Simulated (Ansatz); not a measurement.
Al₂Pt

```cif
data_structure
_symmetry_space_group_name_H-M 'P 1'
_symmetry_Int_Tables_number 1
_cell_length_a 3.8860
_cell_length_b 3.8860
_cell_length_c 6.5006
_cell_angle_alpha 89.997
_cell_angle_beta 89.997
_cell_angle_gamma 90.000
_cell_volume 98.17
loop_
_atom_site_label
_atom_site_type_symbol
_atom_site_fract_x
_atom_site_fract_y
_atom_site_fract_z
_atom_site_occupancy
Al1 Al 0.50003 0.99997 0.25000 1
Al2 Al 0.00003 0.49997 0.75000 1
Al3 Al 0.99997 0.50003 0.25000 1
Al4 Al 0.49997 0.00003 0.75000 1
Pt1 Pt 0.00000 0.00000 0.00000 1
Pt2 Pt 0.50000 0.50000 0.50000 1
```

Space group I4/mmm; changed on purpose from its base cell (band edges of the strained film's bulk); computed pressure about 7 GPa in this cell.

All numbers below come from DFT r2SCAN, scalar-relativistic, plane waves, PAW in Ansatz.

In a PAW calculation such maps are meaningful between the atoms, not at the nuclei.

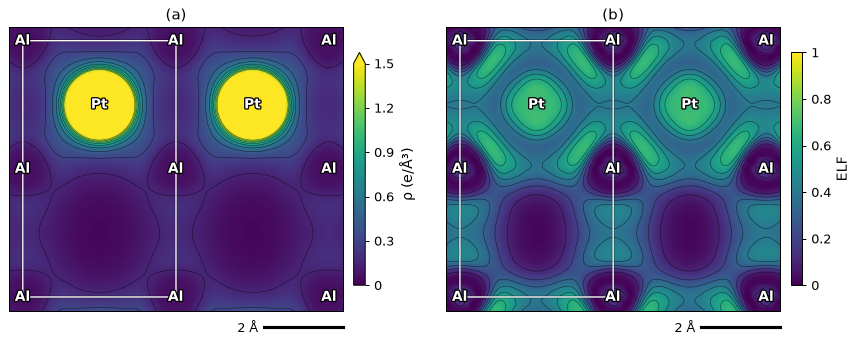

Figure 1. (a) valence charge density (pseudo); (b) ELF on the (010) plane of the conventional cell.

Question: What do the fields say about this system?

Answer:
- The section cuts through Al and Pt sites.
- Al–Pt (2.53 Å): ρ at the midpoint is about 0.46 e/Å³; the ELF is about 0.50 at the midpoint.
- Between the atoms the lowest density in this plane is 0.03 e/Å³.
- The features right at Pt lie inside the PAW spheres, where the map follows smoothed inner orbitals and isn't to be read closely.

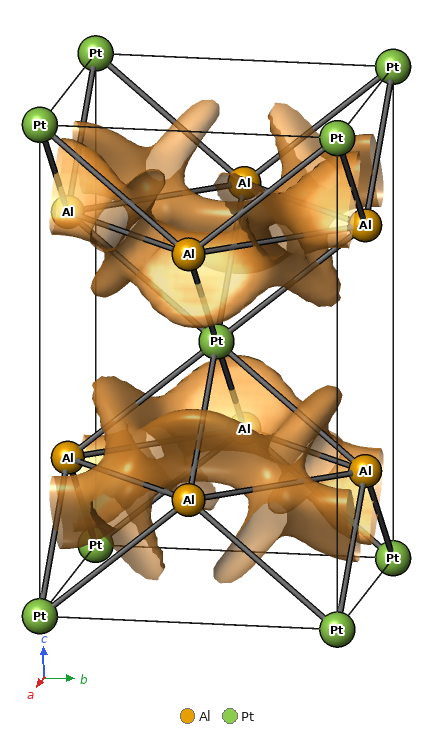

Figure 2. Isosurface of the electron localisation function at 0.55 (orange), seen slightly off an axis. Only the valence region is drawn (cores and ρ < 0.01 e/Å³ removed). Sticks mark near contacts.

Question: Where are the electrons localised?

Answer: At this value the surface marks out sheets that run through the cell in two directions, counted in one cell of 6 atoms. Any copies at cell faces, edges or corners count once.


 Al–Al (2.75 Å): the ELF peaks at about 0.60 between the atoms.

Question: Does the calculation give a band gap?

Answer: It is gapless in this calculation (a metal or semimetal).
